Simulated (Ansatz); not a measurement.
**Si$_{16}$S: geometry relaxation (part 4 of 4)**

The same run, continued: Si$_{16}$S (slab, 17 atoms in the cell); DFT PBE, scalar-relativistic, plane waves, PAW, PAW set soft_1, spin-polarised (Ansatz 0.2.0); cutoff 420 eV, 4×4×1 k-mesh, Gaussian smearing of 0.05 eV, collinear spins. The structure derives from a Materials Project entry. The input holds or restrains some coordinates. Forces given for the steps count only the free coordinates.

Geometry of the input (Å; fractional positions):
```
7.7022  0.0000  0.0000
0.0000  6.3647  0.0000
0.0000  0.0000  19.7525
Si 0.0000  0.9371  0.2025
Si 0.5000  0.9371  0.2025
Si 0.0000  0.5629  0.2025
Si 0.5000  0.5629  0.2025
Si 0.2500  0.4371  0.2588
Si 0.7500  0.4371  0.2588
Si 0.2500  0.0629  0.2588
Si 0.7500  0.0629  0.2588
Si 0.2500  0.9333  0.3721
Si 0.7500  0.9333  0.3721
Si 0.2500  0.5667  0.3721
Si 0.7500  0.5667  0.3721
Si 0.0000  0.4260  0.4178
Si 0.5000  0.4260  0.4178
Si 0.0000  0.0740  0.4178
Si 0.5000  0.0740  0.4178
S  0.2500  0.4260  0.4730
```

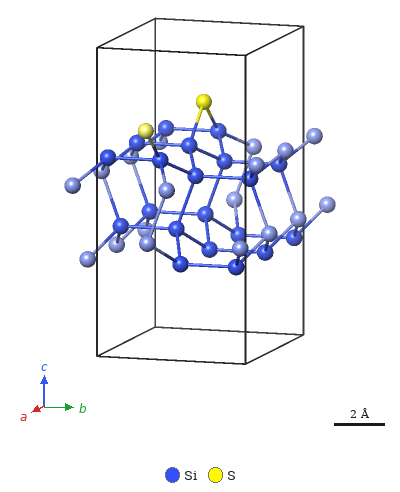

Figure 1. The geometry at step 5 of the log (ball-and-stick view of the cell of the calculation, with the vacuum cut short, seen slightly off an axis; neighbours outside the cell are drawn fainter).

### Trajectory as extended XYZ, continued
```
17
Lattice="7.7022 0.0000 0.0000 0.0000 6.3647 0.0000 0.0000 0.0000 19.7525" Properties=species:S:1:pos:R:3:forces:R:3 step=4 energy=-11066.98640
Si    0.0000    5.9641    4.0000   -0.0887  -0.5796   0.6066
Si    3.8511    5.9641    4.0000    0.0887  -0.5796   0.6066
Si    0.0000    3.5829    4.0000    0.1176   0.5027   0.6162
Si    3.8511    3.5829    4.0000   -0.1176   0.5027   0.6162
Si    1.9255    2.7818    5.1117    0.0000   0.0844  -0.9211
Si    5.7766    2.7818    5.1117    0.0000  -0.1185  -0.5592
Si    1.9255    0.4005    5.1117    0.0000   0.0773  -0.5813
Si    5.7766    0.4005    5.1117    0.0000   0.0631  -0.7049
Si    1.9255    5.9402    7.3491    0.0000   0.0632  -0.0295
Si    5.7766    5.9402    7.3491    0.0000   0.0272   0.1363
Si    1.9255    3.6068    7.3491    0.0000   0.0094  -0.6952
Si    5.7766    3.6068    7.3491    0.0000   0.6048   0.1760
Si    0.0000    2.7113    8.2525    1.1860  -0.0461   0.5306
Si    3.8511    2.7113    8.2525   -1.1860  -0.0461   0.5306
Si    0.0000    0.4710    8.2525   -0.0970  -0.4694  -0.0552
Si    3.8511    0.4710    8.2525    0.0970  -0.4694  -0.0552
S     1.9255    2.7113    9.8139    0.0000   0.3738  -0.2175
17
Lattice="7.7022 0.0000 0.0000 0.0000 6.3647 0.0000 0.0000 0.0000 19.7525" Properties=species:S:1:pos:R:3:forces:R:3 step=5 energy=-11066.99104
Si    0.0000    5.9641    4.0000   -0.0994  -0.5878   0.6201
Si    3.8511    5.9641    4.0000    0.0994  -0.5878   0.6201
Si    0.0000    3.5829    4.0000    0.1216   0.4973   0.6042
Si    3.8511    3.5829    4.0000   -0.1216   0.4973   0.6042
Si    1.9255    2.7818    5.1117    0.0000   0.0759  -0.9330
Si    5.7766    2.7818    5.1117    0.0000  -0.1076  -0.5545
Si    1.9255    0.4005    5.1117    0.0000   0.0733  -0.5611
Si    5.7766    0.4005    5.1117    0.0000   0.0618  -0.7028
Si    1.9255    5.9402    7.3491    0.0000   0.0809  -0.0386
Si    5.7766    5.9402    7.3491    0.0000   0.0311   0.1304
Si    1.9255    3.6068    7.3491    0.0000   0.0343  -0.7200
Si    5.7766    3.6068    7.3491    0.0000   0.6130   0.1568
Si    0.0000    2.7113    8.2525    1.0671  -0.0786   0.4315
Si    3.8511    2.7113    8.2525   -1.0671  -0.0786   0.4315
Si    0.0000    0.4710    8.2525   -0.1183  -0.4650  -0.0634
Si    3.8511    0.4710    8.2525    0.1183  -0.4650  -0.0634
S     1.9255    2.7113    9.7628    0.0000   0.4055   0.0383
17
Lattice="7.7022 0.0000 0.0000 0.0000 6.3647 0.0000 0.0000 0.0000 19.7525" Properties=species:S:1:pos:R:3:forces:R:3 step=6 energy=-11066.99118
Si    0.0000    5.9641    4.0000   -0.0978  -0.5863   0.6181
Si    3.8511    5.9641    4.0000    0.0978  -0.5863   0.6181
Si    0.0000    3.5829    4.0000    0.1212   0.4978   0.6060
Si    3.8511    3.5829    4.0000   -0.1212   0.4978   0.6060
Si    1.9255    2.7818    5.1117    0.0000   0.0771  -0.9317
Si    5.7766    2.7818    5.1117    0.0000  -0.1093  -0.5552
Si    1.9255    0.4005    5.1117    0.0000   0.0740  -0.5642
Si    5.7766    0.4005    5.1117    0.0000   0.0620  -0.7032
Si    1.9255    5.9402    7.3491    0.0000   0.0782  -0.0373
Si    5.7766    5.9402    7.3491    0.0000   0.0306   0.1313
Si    1.9255    3.6068    7.3491    0.0000   0.0304  -0.7162
Si    5.7766    3.6068    7.3491    0.0000   0.6121   0.1598
Si    0.0000    2.7113    8.2525    1.0855  -0.0739   0.4457
Si    3.8511    2.7113    8.2525   -1.0855  -0.0739   0.4457
Si    0.0000    0.4710    8.2525   -0.1152  -0.4657  -0.0622
Si    3.8511    0.4710    8.2525    0.1152  -0.4657  -0.0622
S     1.9255    2.7113    9.7700    0.0000   0.4010   0.0015
```

### Summary

```tsv
quantity	value
outcome	converged under the restraints of the input
electrons treated	70
free energy	−11066.9912 eV
work function, top face	4.99 eV
work function, bottom face	4.76 eV
Fermi energy	−0.971 eV
gap on the k-point mesh	none (metallic)
net moment of the cell	0.00 μB
integrated absolute moment	0.00 μB
final volume	968.31 Å³
work function (upper face)	4.99 eV
largest force (length of the vector) at the end, held atoms and coordinates included	1.176 eV/Å
hardware	4 threads of Arm Neoverse N1, 98 GiB of memory available, shared host
wall time	13 min (CPU time 49 min)
peak memory	1.8 GiB
```

### Notes

The electronic state found may not be the lowest one. Notes on the run: a screening estimate came out negative during mixing; some starting moments were not kept; the exchange-correlation potential is rough where the density is thin.
